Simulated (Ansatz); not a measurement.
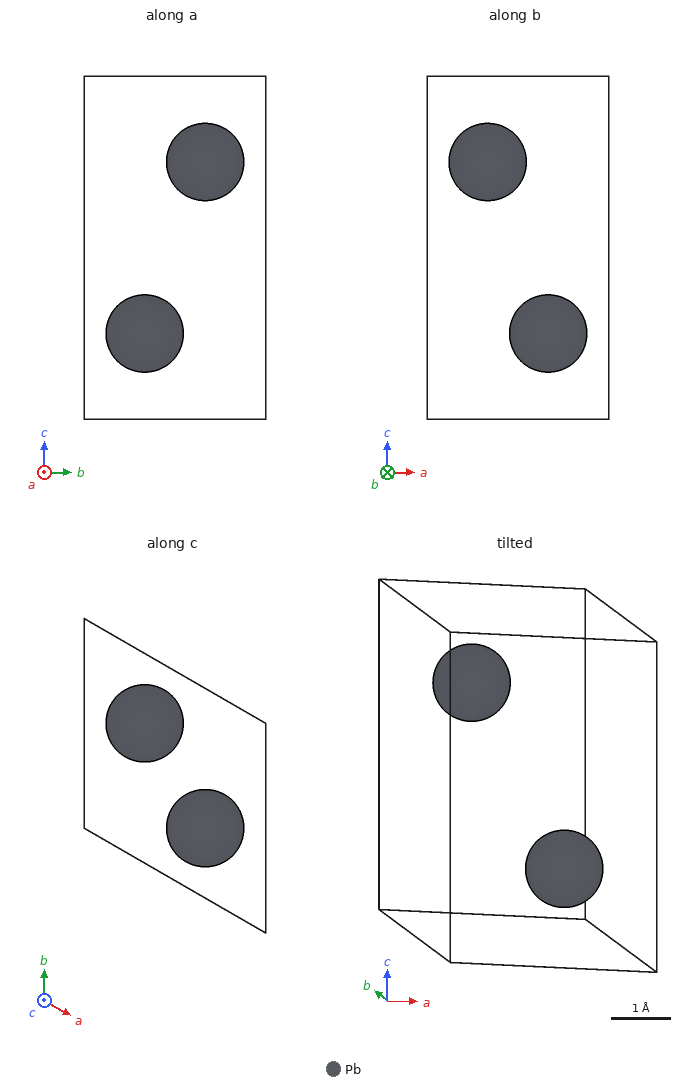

Shown here is a spheres-only view of the crystal, taken along the a axis, along the b axis, along the c axis and slightly off an axis. One conventional unit cell is framed, with atoms on its boundary repeated.

Lattice parameters: a = 3.566 Å, b = 3.566 Å, c = 5.833 Å, α = 90.00°, β = 90.00°, γ = 120.00°.

> Put the structure into a table of Wyckoff sites.

Space group P6_3/mmc (No. 194).
| atom | site | x | y | z |
| --- | --- | --- | --- | --- |
| Pb | 2d | 0.3333 | 0.6667 | 0.7500 |

The structure was taken from a structure type filled with this element by a generator (whether the element takes this form wasn't checked). Earlier steps of the study may have refined or changed the cell and positions. It was the input of a calculation with Ansatz.
